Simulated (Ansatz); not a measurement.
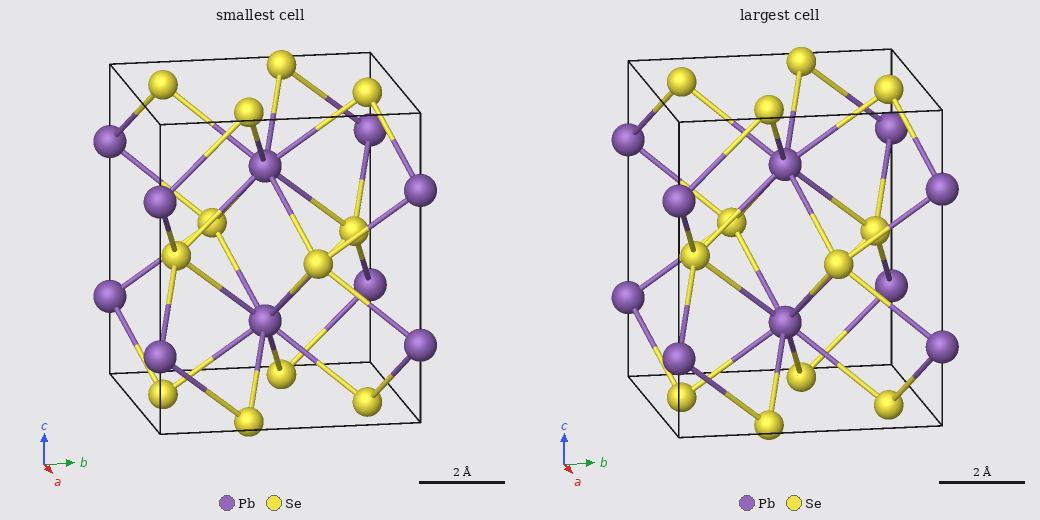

PbSe₂, space group I4/mcm (No. 140), relaxed (cell and atoms, zero pressure) with four choices of dispersion term on top of PBEsol; the smallest and the largest of the relaxed conventional cells are drawn to one scale (sticks follow a distance rule). The start was a structure listed in the Materials Project. It needn't be the stable form of this composition.

Alike in all runs: Ansatz 0.2.0; functional PBEsol; potentials Ansatz PAW; cutoff 420 eV; k mesh 6 × 6 × 6 on the run's cell of 6 atoms; occupations fermi-dirac, width 0.05 eV; no spin polarisation; no spin-orbit coupling. All runs are metallic.

| level | volume (Å³/atom) | a (Å) | c (Å) |
| --- | --- | --- | --- |
| none | 26.18 | 6.380 | 7.717 |
| D3(BJ) | ? | ? | ? |
| D4 | 25.52 | 6.338 | 7.625 |
| D3(BJ)-ATM | 25.23 | 6.317 | 7.588 |

Fill in the row of D3(BJ).

Answer. Volume 25.12 Å³/atom; a 6.309 Å; c 7.573 Å. That is the smallest volume of all.

Order the levels by the relaxed volume, smallest first.

Answer. D3(BJ) (25.12 Å³/atom), D3(BJ)-ATM (25.23 Å³/atom), D4 (25.52 Å³/atom), none (26.18 Å³/atom). Rows within a few tenths of a per cent can't be told apart.

Caveat: semilocal functionals underestimate gaps, so a compound with a small gap can come out metallic; the plane-wave basis is chosen anew once the cell has moved, so the energies of steps on either side of that aren't comparable; pairwise dispersion terms can overbind metals strongly; spin-orbit coupling is left out, which matters for Pb, in volumes and forces too.
